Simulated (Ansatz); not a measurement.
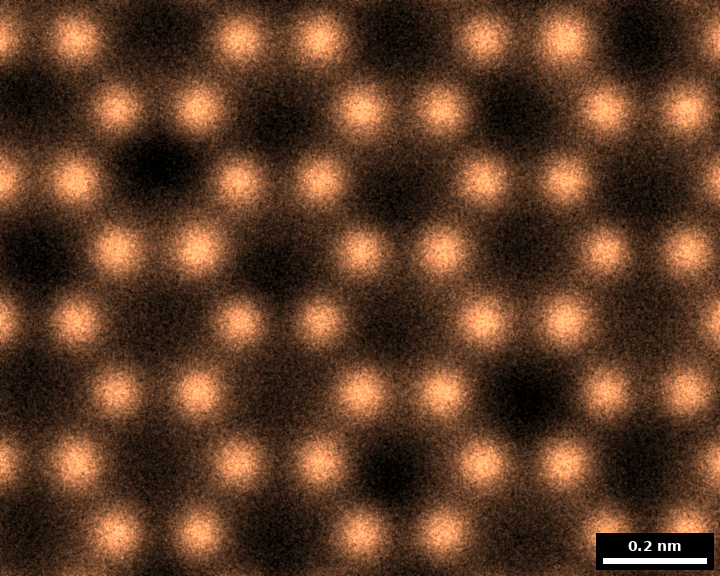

An image along [001] of one of the structures below (computed or model cells, partly hypothetical, each in its standard cell). Simulated as the projected potential of neutral atoms (B = 0.5 Å²) blurred by a 0.59 Å probe, the thin-sample limit of integrated differential phase contrast. Shot noise and the speckle of an amorphous layer were added.

A. Ni
Space group Fm-3m (No. 225). a = 3.520 Å, b = 3.520 Å, c = 3.520 Å, α = 90.00°, β = 90.00°, γ = 90.00°
```tsv
atom	site	symmetry	x	y	z
Ni	4a	m-3m	0.0000	0.0000	0.0000
```

B. W
Space group Fm-3m (No. 225). a = 3.981 Å, b = 3.981 Å, c = 3.981 Å, α = 90.00°, β = 90.00°, γ = 90.00°
```csv
atom,site,symmetry,x,y,z
W,4a,m-3m,0.0000,0.0000,0.0000
```

C. W
Space group P6_3/mmc (No. 194). a = 2.745 Å, b = 2.745 Å, c = 4.981 Å, α = 90.00°, β = 90.00°, γ = 120.00°
```json
{"atom": "W", "site": "2d", "symmetry": "-6m2", "x": "0.3333", "y": "0.6667", "z": "0.7500"}
```

D. W
Space group Im-3m (No. 229). a = 3.168 Å, b = 3.168 Å, c = 3.168 Å, α = 90.00°, β = 90.00°, γ = 90.00°
```json
{"atom": "W", "site": "2a", "symmetry": "m-3m", "x": "0.0000", "y": "0.0000", "z": "0.0000"}
```

> Which of them gives this image?

C, W. Along [001] the projected cells are A 1.76 × 1.76 Å, 90°; B 1.99 × 1.99 Å, 90°; C 2.75 × 2.75 Å, 120°; D 2.24 × 2.24 Å, 90°. The image repeats as C does.

Structure C: the input geometry of an electronic-structure calculation (not necessarily at equilibrium); the starting structure was generated, so it need not be a known form of this composition.
